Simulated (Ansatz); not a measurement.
# AlCu3: geometry relaxation (part 2 of 2)

Continued. System: AlCu3 (Pmmn, 8 atoms in the cell). Method: DFT r2SCAN, scalar-relativistic, plane waves, PAW, no spin polarisation (Ansatz 0.2.0); cutoff 500 eV, 8×8×8 k-mesh, Gaussian smearing of 0.1 eV. The structure derives from a Materials Project entry.

Geometry of the input (Å; fractional positions):
```
4.1725  0.0000  0.0000
0.0000  5.1070  0.0000
0.0000  0.0000  4.5117
Al 0.0000  0.0000  0.6611
Al 0.5000  0.5000  0.3389
Cu 0.0000  0.5000  0.6627
Cu 0.5000  0.0000  0.3373
Cu 0.0000  0.2509  0.1601
Cu 0.0000  0.7491  0.1601
Cu 0.5000  0.2491  0.8399
Cu 0.5000  0.7509  0.8399
```

```
basis re-selected at this cell: Δ(F+E_penalty+E_count) = -1.010e-4 eV, ΔP = +0.001 GPa vs the last step (what re-selecting the basis moved, of the pressure what is left beyond the Pulay correction that the steps carried, after the strain that the cell walked since its last selection, with what the two solves' SCF thresholds leave and, on support functions, any second-order correction that the steps lacked; it is no measure of the basis error at this ecutwfc). This SCF's stress stands 3.83e-2 GPa from its target on what of the cell is left free (relax.cell.stress_tol is 5.00e-2 GPa) and its largest allowed force component is 1.89e-3 eV/Å (relax.f_tol is 5.00e-3 eV/Å): within both
SCF converged after 7 iterations
Free energy (F): -40869.871451 eV
Harris-Foulkes:  -40869.871451 eV  (|F-HF|=6.55e-11)
Internal energy: -40869.859673 eV  (E = F + TS)
E sigma→0 (E₀):  -40869.865562 eV
Entropy (-TS):   -0.011778 eV (-1.472 meV/atom)
Fermi energy:    15.258074 eV
--- Per-component energies (eV) ---
  E_band       = -2470.707275
  E_kinetic    = 1848.579613
  E_local      = -27930.550582  (includes V_loc(G=0)·N_el)
  E_nonlocal   = 2379.830239
  E_hartree    = 12464.226976
  E_xc         = -580.683442
  E_vxc        = -818.534082  (∫ρ·V_xc dr)
  E_paw        = -11005.611252  (= ΣΔE_a)
  E_vpaw       = -2936.284654  (= ΣTr[D̂ρ^β])
  E_aug_tail   = 0.000845  (compensation charges beyond the density's cutoff)
  E_vtau       = 57.795902  (kinetic-family band-sum trace: ∫τ·v_τ [+ j·A + Jᵃ·Aᵃ] dr)
  E_ewald      = -18043.725205
  E_core_change = -1.926864  (= ΣΔE_core)
  E_smearing   = -0.011778  (= −TS)
  E_closure    = -0.000000  (closes the sum)
  Σ components = -40869.871451   (vs F -40869.871451, Δ=0.00e0)
--- Forces (eV/Å), atoms counted from 1 ---
  atom   1  Al    -0.00000000    -0.00000000    -0.00041165
  atom   2  Al     0.00000000     0.00000000     0.00041165
  atom   3  Cu    -0.00000000    -0.00000000    -0.00046741
  atom   4  Cu     0.00000000     0.00000000     0.00046741
  atom   5  Cu    -0.00000000    -0.00189231    -0.00120649
  atom   6  Cu    -0.00000000     0.00189231    -0.00120649
  atom   7  Cu     0.00000000     0.00189231     0.00120649
  atom   8  Cu     0.00000000    -0.00189231     0.00120649
  max |Σ_I F_I| component: 6.07e-18 eV/Å
--- Stress (GPa, compression-positive) ---
       -0.011940       0.000000       0.000000
        0.000000       0.038347       0.000000
        0.000000       0.000000       0.007029
  P = ⅓ Tr σ = 0.0111 GPa (0.111 kbar)
--- Band table (eV; the first three rows and the last of 125) ---
  k-point 0: bands = ["-101.7689", "-101.7658", "-101.7547", "-101.7534", "-101.7532", "-101.7488", "-57.6193", "-57.6181", "-57.6174", "-57.6084", "-57.5964", "-57.5957", "-57.5896", "-57.5860", "-57.5790", "-57.5724", "-57.5706", "-57.5621", "-57.5533", "-57.5466", "-57.5308", "-57.5241", "-57.5209", "-57.5200", "4.0850", "8.6584", "9.1106", "9.9055", "10.1824", "10.3079", "10.4244", "10.4576", "10.6006", "10.6392", "10.7353", "10.9324", "11.1044", "11.2547", "11.4347", "11.4670", "11.5322", "11.7420", "11.7630", "11.8298", "11.9045", "12.1121", "12.2073", "12.2848", "12.4235", "12.4640", "12.5141", "12.5808", "12.6157", "12.6544", "12.7442", "12.8723", "12.9901", "13.5388", "13.9680", "14.9309", "17.0855", "18.6573", "19.0677", "19.4173", "19.5813", "19.8860", "20.0046", "21.2649", "21.3369", "21.8391", "22.1207", "23.0877"]
  k-point 1: bands = ["-101.7687", "-101.7658", "-101.7551", "-101.7534", "-101.7531", "-101.7488", "-57.6212", "-57.6177", "-57.6170", "-57.6076", "-57.5961", "-57.5960", "-57.5896", "-57.5856", "-57.5782", "-57.5712", "-57.5705", "-57.5626", "-57.5534", "-57.5461", "-57.5316", "-57.5252", "-57.5210", "-57.5199", "4.2098", "8.5739", "9.1916", "9.5633", "10.1422", "10.3011", "10.4669", "10.5958", "10.6124", "10.6327", "10.7325", "10.9052", "11.0850", "11.2439", "11.4378", "11.4608", "11.5577", "11.7416", "11.7709", "11.7923", "11.9699", "11.9899", "12.1095", "12.2024", "12.2806", "12.4097", "12.4523", "12.6288", "12.7042", "12.7412", "12.8877", "12.9838", "13.1140", "13.2071", "13.9494", "15.8943", "17.1225", "17.5346", "17.8422", "19.7352", "20.0123", "20.4749", "20.4756", "20.6891", "21.4302", "21.7990", "22.1456", "24.0229"]
  k-point 2: bands = ["-101.7681", "-101.7658", "-101.7558", "-101.7534", "-101.7528", "-101.7489", "-57.6239", "-57.6188", "-57.6159", "-57.6054", "-57.5970", "-57.5961", "-57.5896", "-57.5844", "-57.5757", "-57.5701", "-57.5686", "-57.5636", "-57.5534", "-57.5452", "-57.5340", "-57.5279", "-57.5210", "-57.5199", "4.5793", "8.0163", "9.2604", "9.4204", "10.1170", "10.1965", "10.4253", "10.6030", "10.6121", "10.7389", "10.8473", "10.9620", "11.0075", "11.2694", "11.3640", "11.5120", "11.5263", "11.6975", "11.7042", "11.7201", "11.8290", "12.0763", "12.1293", "12.1816", "12.2733", "12.3729", "12.3775", "12.5572", "12.6587", "12.7775", "12.9252", "12.9585", "12.9941", "13.9060", "14.0251", "16.3621", "16.4355", "17.0704", "17.7093", "18.6076", "20.2664", "20.3832", "20.4991", "21.1039", "21.4542", "23.2175", "23.3004", "24.4505"]
  k-point 124: bands = ["-101.7658", "-101.7658", "-101.7534", "-101.7534", "-101.7532", "-101.7532", "-57.6320", "-57.6320", "-57.5943", "-57.5943", "-57.5922", "-57.5922", "-57.5806", "-57.5806", "-57.5751", "-57.5751", "-57.5646", "-57.5646", "-57.5519", "-57.5519", "-57.5366", "-57.5366", "-57.5282", "-57.5282", "8.3309", "8.3309", "8.9364", "8.9364", "9.3036", "9.3036", "9.8324", "9.8324", "10.8513", "10.8513", "10.9913", "10.9913", "11.1848", "11.1848", "11.4066", "11.4066", "11.4937", "11.4937", "11.6871", "11.6871", "11.8419", "11.8419", "12.1149", "12.1149", "12.1153", "12.1153", "12.7260", "12.7260", "12.8144", "12.8144", "12.8251", "12.8251", "12.9079", "12.9079", "13.1997", "13.1997", "13.2862", "13.2862", "22.3682", "22.3682", "22.8643", "22.8643", "23.3555", "23.3555", "23.5844", "23.5844", "25.4530", "25.4530"]
--- Relaxed structure (4 steps of the walk, 4 accepted, 1 SCFs on fresh bases) ---
  F+E_penalty+E_count = -40869.87145089 eV   max|allowed force component| = 1.892e-3 eV/Å   (the final SCF, on the basis selected at the relaxed cell)
  cell:  # Å, volume = 96.3627 Å³
    - [4.18817476669599, 6.578102544838275e-34, -1.333156427900738e-32]
    - [8.051376539325906e-34, 5.129966543132643, 2.2812233528090065e-34]
    - [-1.2897931231079764e-32, 2.015311364609653e-34, 4.485072288994435]
  atoms:
    - { symbol: Al, position: [1.8751426247180042e-34, 1.3268534190667136e-21, 0.6644633989219411] }
    - { symbol: Al, position: [0.49999999999999994, 0.49999999999999994, 0.33553660107805877] }
    - { symbol: Cu, position: [6.058997688586687e-35, 0.49999999999999994, 0.667169745874049] }
    - { symbol: Cu, position: [0.49999999999999994, 1.3268534190667136e-21, 0.33283025412595063] }
    - { symbol: Cu, position: [-1.4135431116132532e-34, 0.2509049981781556, 0.1638238795231276] }
    - { symbol: Cu, position: [-8.367190086618158e-35, 0.7490950018218444, 0.1638238795231276] }
    - { symbol: Cu, position: [0.49999999999999994, 0.24909500182184438, 0.8361761204768723] }
    - { symbol: Cu, position: [0.49999999999999994, 0.7509049981781556, 0.8361761204768723] }
```

## Trajectory as extended XYZ (Å, eV, eV/Å), 5 frames, from step=1 to step=5
```
8
Lattice="4.1725 0.0000 0.0000 0.0000 5.1070 0.0000 0.0000 0.0000 4.5117" Properties=species:S:1:pos:R:3:forces:R:3 step=1 energy=-40869.86728 pressure_GPa=0.35
Al    0.0000    0.0000    2.9827    0.0000   0.0000   0.0250
Al    2.0863    2.5535    1.5290    0.0000   0.0000  -0.0250
Cu    0.0000    2.5535    2.9898    0.0000   0.0000   0.0496
Cu    2.0863    0.0000    1.5219    0.0000   0.0000  -0.0496
Cu    0.0000    1.2816    0.7222    0.0000  -0.0016   0.0342
Cu    0.0000    3.8255    0.7222    0.0000   0.0016   0.0342
Cu    2.0863    1.2720    3.7895    0.0000   0.0016  -0.0342
Cu    2.0863    3.8351    3.7895    0.0000  -0.0016  -0.0342
8
Lattice="4.1801 0.0000 0.0000 0.0000 5.1096 0.0000 0.0000 0.0000 4.5069" Properties=species:S:1:pos:R:3:forces:R:3 step=2 energy=-40869.86895 pressure_GPa=0.16
Al    0.0000    0.0000    2.9817    0.0000   0.0000   0.0218
Al    2.0901    2.5548    1.5252    0.0000   0.0000  -0.0218
Cu    0.0000    2.5548    2.9902    0.0000   0.0000   0.0394
Cu    2.0901    0.0000    1.5167    0.0000   0.0000  -0.0394
Cu    0.0000    1.2822    0.7242    0.0000  -0.0021   0.0273
Cu    0.0000    3.8274    0.7242    0.0000   0.0021   0.0273
Cu    2.0901    1.2726    3.7827    0.0000   0.0021  -0.0273
Cu    2.0901    3.8370    3.7827    0.0000  -0.0021  -0.0273
8
Lattice="4.1915 0.0000 0.0000 0.0000 5.1218 0.0000 0.0000 0.0000 4.4885" Properties=species:S:1:pos:R:3:forces:R:3 step=3 energy=-40869.87113 pressure_GPa=0.01
Al    0.0000    0.0000    2.9781    0.0000   0.0000   0.0105
Al    2.0957    2.5609    1.5104    0.0000   0.0000  -0.0105
Cu    0.0000    2.5609    2.9910    0.0000   0.0000   0.0057
Cu    2.0957    0.0000    1.4975    0.0000   0.0000  -0.0057
Cu    0.0000    1.2850    0.7315    0.0000  -0.0009   0.0056
Cu    0.0000    3.8367    0.7315    0.0000   0.0009   0.0056
Cu    2.0957    1.2759    3.7570    0.0000   0.0009  -0.0056
Cu    2.0957    3.8459    3.7570    0.0000  -0.0009  -0.0056
8
Lattice="4.1882 0.0000 0.0000 0.0000 5.1300 0.0000 0.0000 0.0000 4.4851" Properties=species:S:1:pos:R:3:forces:R:3 step=4 energy=-40869.87135 pressure_GPa=0.01
Al    0.0000    0.0000    2.9802    0.0000   0.0000  -0.0004
Al    2.0941    2.5650    1.5049    0.0000   0.0000   0.0004
Cu    0.0000    2.5650    2.9923    0.0000   0.0000  -0.0004
Cu    2.0941    0.0000    1.4928    0.0000   0.0000   0.0004
Cu    0.0000    1.2871    0.7348    0.0000  -0.0019  -0.0012
Cu    0.0000    3.8428    0.7348    0.0000   0.0019  -0.0012
Cu    2.0941    1.2778    3.7503    0.0000   0.0019   0.0012
Cu    2.0941    3.8521    3.7503    0.0000  -0.0019   0.0012
8
Lattice="4.1882 0.0000 0.0000 0.0000 5.1300 0.0000 0.0000 0.0000 4.4851" Properties=species:S:1:pos:R:3:forces:R:3 step=5 energy=-40869.87145 pressure_GPa=0.01
Al    0.0000    0.0000    2.9802    0.0000   0.0000  -0.0004
Al    2.0941    2.5650    1.5049    0.0000   0.0000   0.0004
Cu    0.0000    2.5650    2.9923    0.0000   0.0000  -0.0005
Cu    2.0941    0.0000    1.4928    0.0000   0.0000   0.0005
Cu    0.0000    1.2871    0.7348    0.0000  -0.0019  -0.0012
Cu    0.0000    3.8428    0.7348    0.0000   0.0019  -0.0012
Cu    2.0941    1.2778    3.7503    0.0000   0.0019   0.0012
Cu    2.0941    3.8521    3.7503    0.0000  -0.0019   0.0012
```

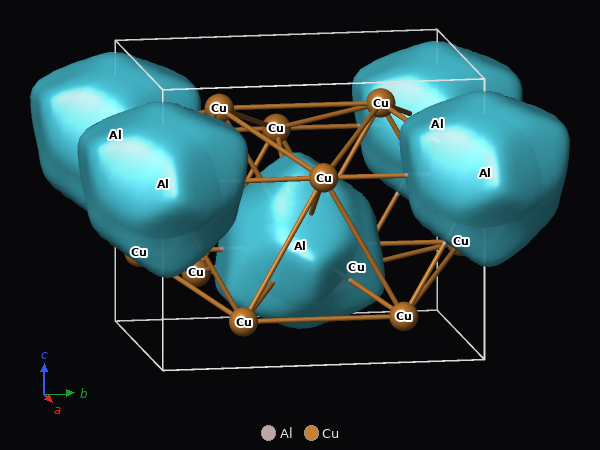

*Isosurface of the electron localisation function at 0.45 (cyan), seen slightly off an axis. Core shells and regions of very low density are left out. Sticks mark near contacts. The outline is the cell set on symmetry axes.*

Profiles from the grid: Cu–Cu (2.56 Å): the ELF is about 0.25 at the midpoint (no shared electron pair). Al–Cu (2.57 Å): the ELF is about 0.40 at the midpoint (nearly free electrons, as in a simple metal). The fields are those of the smooth PAW valence density.

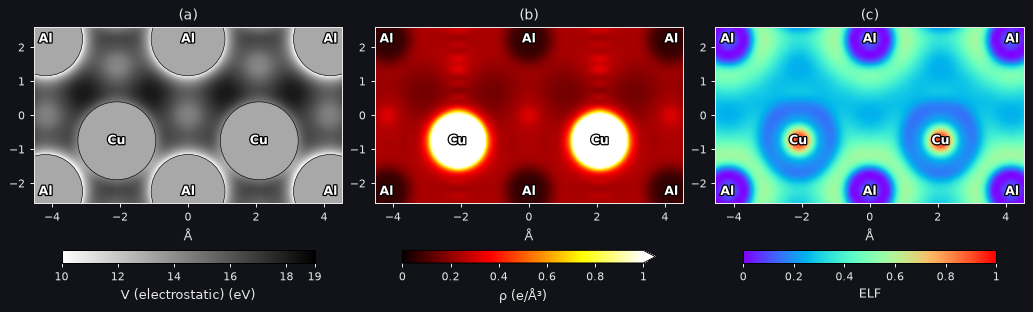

*(a) electrostatic potential (local pseudopotential plus Hartree) felt by an electron; (b) valence pseudo-density; (c) electron localisation function on the (010) plane of the conventional cell. Grey discs, where drawn, cover atomic cores.*

Al–Cu (2.57 Å): the density is about 0.27 e/Å³ at the midpoint; the ELF is about 0.40 at the midpoint, which marks nearly free electrons, as in a simple metal. Away from the nuclei the density in this plane falls to 0.16 e/Å³ at its lowest. The strong features right at Cu lie inside the PAW spheres (semicore, d or f shells) and say nothing about bonding. Outside the cores the potential energy rises away from the atoms and is highest about 1.7 Å from the nearest atoms; outside the discs it spans about 8 eV, and its zero is arbitrary.

## Results in brief

| quantity | value |
| --- | --- |
| outcome | converged |
| space group (tolerance 0.01 Å) | Pmmn (59) |
| electrons treated | 120 |
| free energy | −40869.8715 eV |
| Fermi energy | 15.258 eV |
| gap on the k-point mesh | none (metallic) |
| pressure | 0.01 GPa |
| final volume | 96.36 Å³ |
| largest force (length of the vector) at the end | 0.002 eV/Å |
| final cell | a = 4.188 Å, b = 5.130 Å, c = 4.485 Å, α = 90.00°, β = 90.00°, γ = 90.00° |
| wall time | 10 min (CPU time 20 min) |
| peak memory | 1.1 GiB |
